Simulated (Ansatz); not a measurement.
Geometry relaxation of Ti3O4 (part 2 of 2)

The same run, continued: Ti3O4 (7 atoms in the cell); DFT PBEsol, scalar-relativistic, plane waves, PAW, no spin polarisation (Ansatz 0.2.0); cutoff 420 eV, 8×8×12 k-mesh, Gaussian smearing of 0.1 eV. The structure derives from a Materials Project entry. It belongs to a series of runs on one base structure; here: volume × 1.03, shape and atoms relaxed.

Geometry of the input (Å; fractional positions):
```
2.9417  -4.0703  0.0000
2.9417  4.0703  0.0000
0.0000  0.0000  2.9984
Ti 0.0000  0.0000  0.5000
Ti 0.5000  -0.0000  0.0000
Ti 0.0000  0.5000  0.0000
O  0.7628  0.7628  0.0000
O  0.2589  0.7411  0.5000
O  0.2372  0.2372  0.0000
O  0.7411  0.2589  0.5000
```

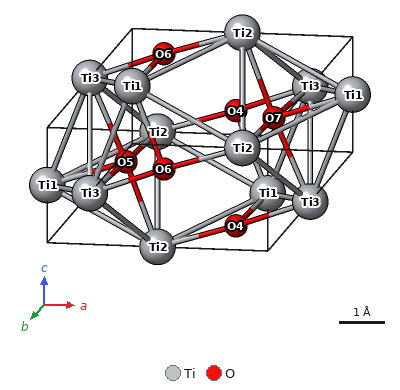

**Figure 1.** The geometry at step 2 of the log (ball-and-stick view of the cell of the calculation, seen at an oblique angle; atoms are numbered from 1 in the order of the input).

Log, continued:
```
SCF iter   1: F=—  HF=-9674.943762 eV  |F-HF|=—  |Δ(HF+E_count)|=         —  Δρ=1.12e-3  dr2=1.30e-3  ethr=2.11e-6  ⟨swp⟩=1.9  Hψ=23546  notcnv=0
preconditioner: auto → LDOS  [metal: Δε(μ)=0.009 eV  Ē_g=9.983 eV  σ=0.100 eV  W_gap=0.05  n_scr=30 (ndim 8)  ℏωp=26.3 eV  f_vac=0.041  D(μ)=3.24/eV (n_scr^D=30)  β→1.0]
SCF iter   2: F=—  HF=-9674.943667 eV  |F-HF|=—  |Δ(HF+E_count)|=   9.53e-5  Δρ=4.96e-4  dr2=1.20e-4  ethr=2.11e-6  ⟨swp⟩=2.0  Hψ=7317  notcnv=0
SCF iter   3: F=—  HF=-9674.943633 eV  |F-HF|=—  |Δ(HF+E_count)|=   3.43e-5  Δρ=1.67e-4  dr2=1.64e-5  ethr=2.00e-7  ⟨swp⟩=2.0  Hψ=8010  notcnv=0
SCF iter   4: F=—  HF=-9674.943630 eV  |F-HF|=—  |Δ(HF+E_count)|=   3.14e-6  Δρ=3.30e-5  dr2=1.07e-6  ethr=2.73e-8  ⟨swp⟩=2.0  Hψ=7575  notcnv=0
SCF iter   5: F=-9674.943629 eV  HF=-9674.943629 eV  |F-HF|=1.11e-8  |Δ(HF+E_count)|=   1.31e-7  Δρ=4.80e-6  dr2=1.62e-8  ethr=7.79e-10  ⟨swp⟩=11.3  Hψ=39168  notcnv=0
the search or the solves at the SCF's close seem to have found levels that the self-consistency loop had missed (the run counts 1). By its estimate they hold under 1e-12 electrons; where the run keeps them, the occupations were computed again with them
SCF 3 converged in 5 iterations: F = -9674.943629 eV  dr2 = 1.62e-8
relax step   3: F+E_penalty+E_count = -9674.94362948 eV  Δ(F+E_penalty+E_count) = -7.832e-4 eV  max|allowed force component| = 1.010e-3 eV/Å  Δτ_max = 0.0058 Å  P = -5.411 GPa  Ω = 71.802 Å³  energy of the carried Pulay correction = -5.203e-17 eV  fix = [volume]  reactions: volume -5.411 GPa  (5 SCF iters, dr2 threshold 4.67e-7 eV, accepted)
Basis set: ecut = 420 eV, 1393 PW (Γ), exchange–correlation on 72×72×40 points (8 copies of the dense FFT grid, shifted against one another)
Initial wavefunctions: pseudopotential atomic-orbital guess (no wavefunctions were taken with the density)
iter 1 solved again at ethr=2.90e-8 eV; its pass at ethr=3.10e-3 eV (dr2=1.74e-5 eV) is discarded
SCF iter   1: F=—  HF=-9674.943664 eV  |F-HF|=—  |Δ(HF+E_count)|=         —  Δρ=1.12e-4  dr2=2.80e-7  ethr=2.90e-8  ⟨swp⟩=4.7  Hψ=39040  notcnv=0
preconditioner: auto → LDOS  [metal: Δε(μ)=0.005 eV  Ē_g=9.981 eV  σ=0.100 eV  W_gap=0.03  n_scr=30 (ndim 8)  ℏωp=26.3 eV  f_vac=0.042  D(μ)=3.24/eV (n_scr^D=30)  β→1.0]
SCF iter   2: F=—  HF=-9674.943680 eV  |F-HF|=—  |Δ(HF+E_count)|=   1.66e-5  Δρ=5.29e-6  dr2=9.17e-9  ethr=4.66e-10  ⟨swp⟩=2.2  Hψ=9036  notcnv=0
SCF iter   3: F=—  HF=-9674.943680 eV  |F-HF|=—  |Δ(HF+E_count)|=  2.07e-10  Δρ=2.49e-6  dr2=3.03e-9  ethr=1.53e-11  ⟨swp⟩=2.0  Hψ=8220  notcnv=0
SCF iter   4: F=-9674.943680 eV  HF=-9674.943680 eV  |F-HF|=3.46e-11  |Δ(HF+E_count)|=  5.86e-10  Δρ=3.89e-7  dr2=5.39e-11  ethr=1.00e-12  ⟨swp⟩=7.3  Hψ=32167  notcnv=0
SCF 4 converged in 4 iterations: F = -9674.943680 eV  dr2 = 5.39e-11
relax step   4: F+E_penalty+E_count = -9674.94368040 eV  Δ(F+E_penalty+E_count) = -5.092e-5 eV  max|allowed force component| = 9.954e-4 eV/Å  Δτ_max = 0.0000 Å  P = -5.412 GPa  Ω = 71.802 Å³  fix = [volume]  reactions: volume -5.412 GPa  stress off target by 3.03e-2 GPa on what of the cell is left free  SCF on the basis re-selected at this cell (its energy is not comparable with the rows above)  (4 SCF iters)
basis re-selected at this cell: Δ(F+E_penalty+E_count) = -5.092e-5 eV, ΔP = -0.001 GPa vs the last step (what re-selecting the basis moved, of the pressure what is left beyond the Pulay correction that the steps carried, after the strain that the cell walked since its last selection, with what the two solves' SCF thresholds leave and, on support functions, any second-order correction that the steps lacked; it is no measure of the basis error at this ecutwfc). The dense FFT grid was sized anew with the basis: this SCF ran on 36×36×20 points, the steps before it on 36×36×24, so part of this shift can come from that change (see relax.cell in the input reference). This SCF's stress stands 3.03e-2 GPa from its target on what of the cell is left free (relax.cell.stress_tol is 1.00e-1 GPa) and its largest allowed force component is 9.95e-4 eV/Å (relax.f_tol is 1.00e-2 eV/Å): within both
SCF converged after 4 iterations
Free energy (F): -9674.943680 eV
Harris-Foulkes:  -9674.943680 eV  (|F-HF|=3.46e-11)
Internal energy: -9674.927492 eV  (E = F + TS)
E sigma→0 (E₀):  -9674.935586 eV
Entropy (-TS):   -0.016188 eV (-2.313 meV/atom)
Fermi energy:    14.102062 eV
--- Per-component energies (eV) ---
  E_band       = -434.857614
  E_kinetic    = 1523.646177
  E_local      = -3791.381334  (includes V_loc(G=0)·N_el)
  E_nonlocal   = 218.029818
  E_hartree    = 1505.530868
  E_xc         = -585.586184
  E_vxc        = -744.173355  (∫ρ·V_xc dr)
  E_paw        = -3675.753595  (= ΣΔE_a)
  E_vpaw       = -652.050834  (= ΣTr[D̂ρ^β])
  E_aug_tail   = 0.010022  (compensation charges beyond the density's cutoff)
  E_ewald      = -4869.982569
  E_core_change = 0.559305  (= ΣΔE_core)
  E_smearing   = -0.016188  (= −TS)
  E_closure    = 0.000000  (closes the sum)
  Σ components = -9674.943680   (vs F -9674.943680, Δ=0.00e0)
--- Forces (eV/Å), atoms counted from 1 ---
  atom   1  Ti     0.00000000     0.00000000     0.00000000
  atom   2  Ti     0.00000000    -0.00000000     0.00000000
  atom   3  Ti     0.00000000    -0.00000000     0.00000000
  atom   4  O     -0.00099538    -0.00000000    -0.00000000
  atom   5  O      0.00000000    -0.00024222     0.00000000
  atom   6  O      0.00099538     0.00000000     0.00000000
  atom   7  O     -0.00000000     0.00024222     0.00000000
  max |Σ_I F_I| component: 1.95e-18 eV/Å
--- Stress (GPa, compression-positive) ---
       -5.395936      -0.000000       0.000000
       -0.000000      -5.397158       0.000000
        0.000000       0.000000      -5.442020
  P = ⅓ Tr σ = -5.4117 GPa (-54.117 kbar)
--- Band table (eV; the first three rows and the last of 147) ---
  k-point 0: bands = ["-43.8423", "-43.7836", "-43.5757", "-20.7017", "-20.5463", "-20.2572", "-20.1242", "-20.0492", "-20.0074", "-19.9236", "-19.8891", "-19.7585", "-7.1794", "-6.2118", "-5.8040", "-5.1788", "5.1899", "5.6278", "6.9004", "7.0165", "7.2744", "7.8636", "8.3444", "8.7215", "8.8350", "9.9056", "9.9860", "10.1914", "11.5810", "13.6869", "14.0816", "14.4917", "14.9305", "15.3738", "15.4796", "15.5426", "15.7099"]
  k-point 1: bands = ["-43.8389", "-43.7814", "-43.5742", "-20.6869", "-20.5326", "-20.2525", "-20.1499", "-20.0460", "-20.0302", "-19.9288", "-19.9227", "-19.7661", "-7.1135", "-6.1716", "-5.8412", "-5.2021", "5.2982", "5.7189", "6.9114", "7.0472", "7.3041", "7.8076", "8.3309", "8.4585", "8.7006", "9.7275", "9.8146", "10.1712", "11.8556", "13.7268", "14.1024", "14.6121", "15.1895", "15.4011", "15.4171", "15.5197", "15.7508"]
  k-point 2: bands = ["-43.8295", "-43.7753", "-43.5702", "-20.6451", "-20.4935", "-20.2396", "-20.2189", "-20.0919", "-20.0371", "-20.0137", "-19.9446", "-19.7882", "-6.9294", "-6.0632", "-5.9421", "-5.2662", "5.6015", "5.9796", "6.9374", "7.1310", "7.3932", "7.6971", "7.7382", "8.3444", "8.4089", "9.1427", "9.5686", "10.0885", "12.4976", "13.8442", "14.1622", "14.8372", "15.1604", "15.3553", "15.6219", "15.8485", "15.8821"]
  k-point 146: bands = ["-43.7891", "-43.7510", "-43.5543", "-20.7314", "-20.5856", "-20.4103", "-20.3023", "-20.2201", "-20.0095", "-19.9989", "-19.9928", "-19.7970", "-6.5726", "-6.0039", "-5.8226", "-5.2136", "5.0825", "5.6814", "6.9273", "7.0032", "7.0340", "7.0626", "8.4721", "8.7126", "9.0583", "9.1502", "9.1947", "9.2168", "11.7958", "12.1341", "15.2574", "15.5009", "15.7046", "15.7275", "16.1050", "16.1311", "16.2037"]
--- Relaxed structure (3 steps of the walk, 3 accepted, 1 SCFs on fresh bases) ---
  F+E_penalty+E_count = -9674.94368040 eV   max|allowed force component| = 9.954e-4 eV/Å   (the final SCF, on the basis selected at the relaxed cell)
  cell:  # Å, volume = 71.8022 Å³
    - [2.9513159336852355, -4.066647892637401, -1.4542824110907515e-19]
    - [2.9513159336852355, 4.066647892637401, -1.4542824110907289e-19]
    - [-1.4823469638815266e-19, 8.336282915039886e-34, 2.9912687561973064]
  atoms:
    - { symbol: Ti, position: [-2.1061052171596408e-20, -2.1061052171596414e-20, 0.49999999999999994] }
    - { symbol: Ti, position: [0.5, -6.1047444835659855e-40, 0.0] }
    - { symbol: Ti, position: [-6.104744483565941e-40, 0.5, 0.0] }
    - { symbol: O, position: [0.7661375648579112, 0.7661375648579112, -3.6534656476563903e-19] }
    - { symbol: O, position: [0.2572804869216676, 0.7427195130783322, 0.49999999999999994] }
    - { symbol: O, position: [0.23386243514208874, 0.23386243514208874, 3.6534656476563894e-19] }
    - { symbol: O, position: [0.7427195130783322, 0.2572804869216676, 0.49999999999999994] }
```

Trajectory as extended XYZ (Å, eV, eV/Å), 4 frames, from step=1 to step=4:
```
7
Lattice="2.9417 -4.0703 0.0000 2.9417 4.0703 0.0000 0.0000 0.0000 2.9984" Properties=species:S:1:pos:R:3:forces:R:3 step=1 energy=-9674.93490 pressure_GPa=-6.73
Ti    0.0000    0.0000    1.4992    0.0000   0.0000   0.0000
Ti    1.4708   -2.0351    0.0000    0.0000   0.0000   0.0000
Ti    1.4708    2.0351    0.0000    0.0000   0.0000   0.0000
O     4.4877    0.0000    0.0000    0.2872   0.0000   0.0000
O     2.9417    1.9629    1.4992    0.0000   0.2023   0.0000
O     1.3956    0.0000    0.0000   -0.2872   0.0000   0.0000
O     2.9417   -1.9629    1.4992    0.0000  -0.2023   0.0000
7
Lattice="2.9488 -4.0669 0.0000 2.9488 4.0669 0.0000 0.0000 0.0000 2.9936" Properties=species:S:1:pos:R:3:forces:R:3 step=2 energy=-9674.94285 pressure_GPa=-5.81
Ti    0.0000    0.0000    1.4968    0.0000   0.0000   0.0000
Ti    1.4744   -2.0335    0.0000    0.0000   0.0000   0.0000
Ti    1.4744    2.0335    0.0000    0.0000   0.0000   0.0000
O     4.5126    0.0000    0.0000    0.0865   0.0000   0.0000
O     2.9488    1.9700    1.4968    0.0000   0.0623   0.0000
O     1.3850    0.0000    0.0000   -0.0865   0.0000   0.0000
O     2.9488   -1.9700    1.4968    0.0000  -0.0623   0.0000
7
Lattice="2.9513 -4.0666 0.0000 2.9513 4.0666 0.0000 0.0000 0.0000 2.9913" Properties=species:S:1:pos:R:3:forces:R:3 step=3 energy=-9674.94363 pressure_GPa=-5.41
Ti    0.0000    0.0000    1.4956    0.0000   0.0000   0.0000
Ti    1.4757   -2.0333    0.0000    0.0000   0.0000   0.0000
Ti    1.4757    2.0333    0.0000    0.0000   0.0000   0.0000
O     4.5222    0.0000    0.0000   -0.0010   0.0000   0.0000
O     2.9513    1.9741    1.4956    0.0000  -0.0002   0.0000
O     1.3804    0.0000    0.0000    0.0010   0.0000   0.0000
O     2.9513   -1.9741    1.4956    0.0000   0.0002   0.0000
7
Lattice="2.9513 -4.0666 0.0000 2.9513 4.0666 0.0000 0.0000 0.0000 2.9913" Properties=species:S:1:pos:R:3:forces:R:3 step=4 energy=-9674.94368 pressure_GPa=-5.41
Ti    0.0000    0.0000    1.4956    0.0000   0.0000   0.0000
Ti    1.4757   -2.0333    0.0000    0.0000   0.0000   0.0000
Ti    1.4757    2.0333    0.0000    0.0000   0.0000   0.0000
O     4.5222    0.0000    0.0000   -0.0010   0.0000   0.0000
O     2.9513    1.9741    1.4956    0.0000  -0.0002   0.0000
O     1.3804    0.0000    0.0000    0.0010   0.0000   0.0000
O     2.9513   -1.9741    1.4956    0.0000   0.0002   0.0000
```

Results in brief:

```tsv
quantity	value
outcome	converged
space group (tolerance 0.01 Å)	Cmmm (65)
electrons treated	60
free energy	−9674.9437 eV
Fermi energy	14.102 eV
gap on the k-point mesh	none (metallic)
pressure	−5.41 GPa
final volume	71.80 Å³
largest force (length of the vector) at the end	0.001 eV/Å
final cell	a = 5.025 Å, b = 5.025 Å, c = 2.991 Å, α = 90.00°, β = 90.00°, γ = 108.06°
hardware	2 threads of Intel Xeon (Granite Rapids), 192 GiB of memory available, shared host
wall time	24 s (CPU time 47 s)
peak memory	0.63 GiB
```

Remarks:

The cell is under a tension of 5.4 GPa at this level, so it is not at its equilibrium volume.
